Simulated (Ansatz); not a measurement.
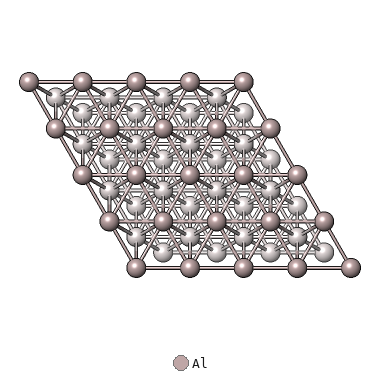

The system is Al on an Al(111) slab cut from the Fm-3m phase, its upper half relaxed before the scan (12 atoms of substrate and one adsorbate in a 2 × 2 cell); the picture shows it without the atoms that are moved over the map. 
- Al is moved over the surface cell; relaxed at each place: the height of the adsorbate's atoms; substrate rigid; the origin of the map has the adsorbate above Al9.
- Places are given modulo a cell vector. The map is drawn in real space over the plane of the surface.
- The grid has 6 × 6 points; 10 points were computed and 26 follow by symmetry.
- Places are given in fractions of the 1 × 1 surface cell.
- All energies are given in eV relative to the lowest grid point.
- Level of theory: DFT PBE, scalar-relativistic, plane waves, PAW (Ansatz 0.2.0). Settings: cutoff 420 eV, k-mesh 6×6×1, gaussian smearing 0.1 eV, no spin polarisation.

Range: position of Al13 along the first surface vector from 0.000 to 0.833; position of Al13 along the second surface vector from 0.000 to 0.833.

What will the energy surface look like?

Answer. The lowest grid point is at a threefold hollow over a second-layer Al atom, (2/6, 4/6) of the cell vectors. A higher local minimum lies near a threefold hollow over a third-layer Al atom, (4/6, 2/6) of the cell vectors (0.042 eV above the lowest at that grid point). The highest grid point, the top site over a surface Al atom, (0/6, 0/6) of the cell vectors, lies 0.598 eV above the lowest. On the interpolated surface the easiest way out of the lowest well to the well at a threefold hollow over a third-layer Al atom, (4/6, 2/6) of the cell vectors passes a barrier of about 0.12 eV. At the lowest point the adsorbate has 3 Al at 2.73 Å as nearest neighbours, at the highest 1 Al at 2.54 Å. Its relaxed height above the top atom is 2.17 Å at the lowest and 2.54 Å at the highest point.

| second ↓, first → | 0/6 | 1/6 | 2/6 | 3/6 | 4/6 | 5/6 |
| --- | --- | --- | --- | --- | --- | --- |
| 5/6 | 0.509 | 0.343 | 0.107 | 0.107 | 0.343 | 0.509 |
| 4/6 | 0.280 | 0.107 | 0.000 | 0.107 | 0.280 | 0.353 |
| 3/6 | 0.114 | 0.107 | 0.107 | 0.114 | 0.133 | 0.133 |
| 2/6 | 0.280 | 0.343 | 0.280 | 0.133 | 0.042 | 0.133 |
| 1/6 | 0.509 | 0.509 | 0.353 | 0.133 | 0.133 | 0.353 |
| 0/6 | 0.598 | 0.509 | 0.280 | 0.114 | 0.280 | 0.509 |

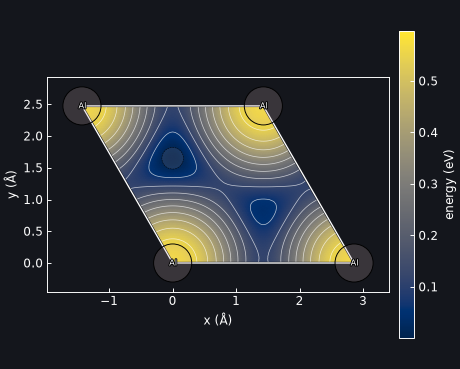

The picture shows a smooth colour map with a few white contour lines, labelled circles for the atoms of the top layer and small ones for the second layer, the outline of one cell of the plane. Between grid points the surface is interpolated.

The whole map (10 points run) took 2.9 min on 4 threads of Arm Neoverse V1, on a shared host.
